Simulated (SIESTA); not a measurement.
# Energy of MgS along an even scaling of the cell

System: MgS (P6₃mc, 4 atoms in the cell).
Method: Kohn-Sham DFT of a periodic cell, PBEsol, PseudoDojo 0.4 standard, converted to PSML, no spin polarisation (SIESTA 5.4.2).

The 7 runs differ only in the geometry, by an even scaling of the cell at fixed fractional positions. The structure derives from a Materials Project entry.

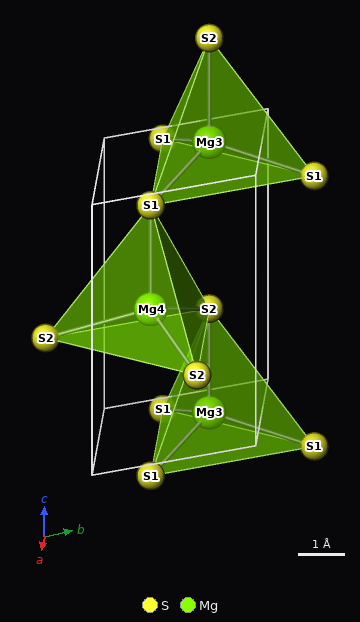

Figure 1. The structure of run 4 (polyhedral view of the cell of the calculation, seen at an oblique angle; polyhedra are completed across the faces of the cell; atoms are numbered from 1 in the order of the input). An atom can appear more than once, as a periodic image.

### Input of run 4
```
SystemName                      MgS
SystemLabel                     MgS
NumberOfSpecies                 2
NumberOfAtoms                   4
%block ChemicalSpeciesLabel
  1  16 S
  2  12 Mg
%endblock ChemicalSpeciesLabel

LatticeConstant                 1.0 Ang
%block LatticeVectors
     4.0346224068     0.0000000000     0.0000000000
    -2.0173112034     3.4940854990     0.0000000000
     0.0000000000     0.0000000000     6.4322941800
%endblock LatticeVectors
AtomicCoordinatesFormat         Fractional
%block AtomicCoordinatesAndAtomicSpecies
     0.6666666667     0.3333333333     0.8792441500  1  S
     0.3333333333     0.6666666667     0.3792441500  1  S
     0.3333333333     0.6666666667     0.9957548500  2  Mg
     0.6666666667     0.3333333333     0.4957548500  2  Mg
%endblock AtomicCoordinatesAndAtomicSpecies

%block kgrid.MonkhorstPack
    8   0   0  0.0
    0   8   0  0.0
    0   0   4  0.0
%endblock kgrid.MonkhorstPack
XC.Functional                   GGA
XC.Authors                      PBEsol
PAO.BasisSize                   DZP
PAO.EnergyShift                 0.003 Ry
Mesh.Cutoff                     800 Ry
OccupationFunction              FD
ElectronicTemperature           0.05 eV
MaxSCFIterations                120
SCF.MustConverge                false
SCF.Mixer.Method                Pulay
SCF.Mixer.Weight                0.25
SCF.Mixer.History               8
SCF.DM.Tolerance                5.0e-05
SCF.H.Tolerance                 1.0e-03 eV
WriteForces                     true
Charge.Mulliken                 end
%block PAO.Basis
  Mg 4
  n=2 0 2
    2.604 0.000
  n=3 0 2
    8.229 0.000
  n=2 1 2
    2.943 0.000
  n=3 1 1
    8.229
%endblock PAO.Basis
```

Command:
```bash
siesta MgS.fdf > MgS.out 2>&1
```

Run 5 differs from it as follows:
```diff
-     4.0346224068     0.0000000000     0.0000000000
-    -2.0173112034     3.4940854990     0.0000000000
-     0.0000000000     0.0000000000     6.4322941800
+     4.0613425392     0.0000000000     0.0000000000
+    -2.0306712696     3.5172258124     0.0000000000
+     0.0000000000     0.0000000000     6.4748933962
```

### Results, with one run withheld

| run | volume per atom (Å³) | free energy per atom, from the lowest run given (meV) | pressure (GPa) | gap on the mesh (eV) |
| --- | --- | --- | --- | --- |
| 1 | 21.309 | 29.92 | 5.63 | 3.56 |
| 2 | 21.763 | 16.22 | 4.08 | 3.46 |
| 3 | 22.216 | 6.75 | 2.66 | 3.35 |
| 4 | 22.670 | 1.07 | 1.37 | 3.26 |
| 5 | 23.123 | ? | ? | ? |
| 6 | 23.576 | 0.00 | −0.85 | 3.07 |
| 7 | 24.030 | 3.77 | −1.80 | 2.98 |

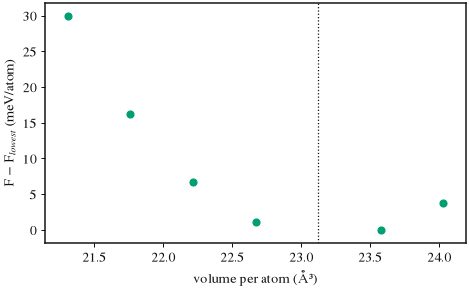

Figure 2. Free energy per atom of the runs given; the dotted line marks run 5.

Estimate the energy of run 5 from the others.

A cubic polynomial in V^(−2/3) (the Birch–Murnaghan form), fitted to the 6 runs given, misses them by at most 0.05 meV per atom. With x = V^(−2/3) − 0.12525 Å⁻², it reads F = 2.1486 + 2785.8 x + 6.0325e+05 x² + 4.0507e+05 x³ (meV per atom). At run 5 it gives −1.03 meV per atom, and the run itself gives −1.13. The slope of the fit gives a pressure −dF/dV of 0.19 GPa there, and the run prints 0.21 GPa. The fit has its minimum at 23.200 Å³ per atom, where V d²F/dV² gives 55.7 GPa. Cell shape and fractional positions are held, so this is the stiffness under even scaling; the relaxed bulk modulus wasn't computed. The gap on the mesh goes, without turning, from 3.56 eV in run 1 to 2.98 eV in run 7; run 5 has 3.16 eV. These are gaps of this functional on this mesh, which can miss the band edges; they aren't the measured gap.

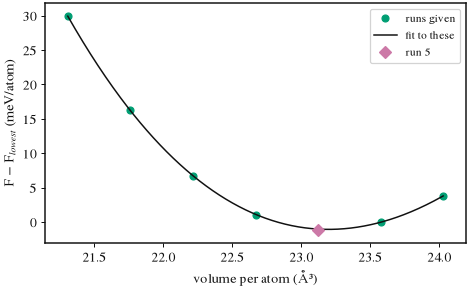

Figure 3. The fit and the withheld run.

### Some lines of the output (run 5)
```
[...]
outcell: Cell volume (Ang**3)        :     92.4916
stepf: Fermi-Dirac step function
siesta: Etot    =     -3830.287889
siesta: FreeEng =     -3830.287889
        iscf     Eharris(eV)        E_KS(eV)     FreeEng(eV)     dDmax    Ef(eV) dHmax(eV)
siesta: E_KS(eV) =            -3831.3251
siesta: E_KS - E_eggbox =     -3831.3251
siesta: Etot    =     -3831.325091
siesta: FreeEng =     -3831.325091
siesta:         Fermi =      -5.056378
siesta: Cell volume =         92.491643 Ang**3
    Orbital volume contribution        =           3.238426 eV
```

Notes: Points of doubt noted for this run: mulliken charges of long orbitals. With a small basis of atomic orbitals these values can differ much from converged plane-wave results.
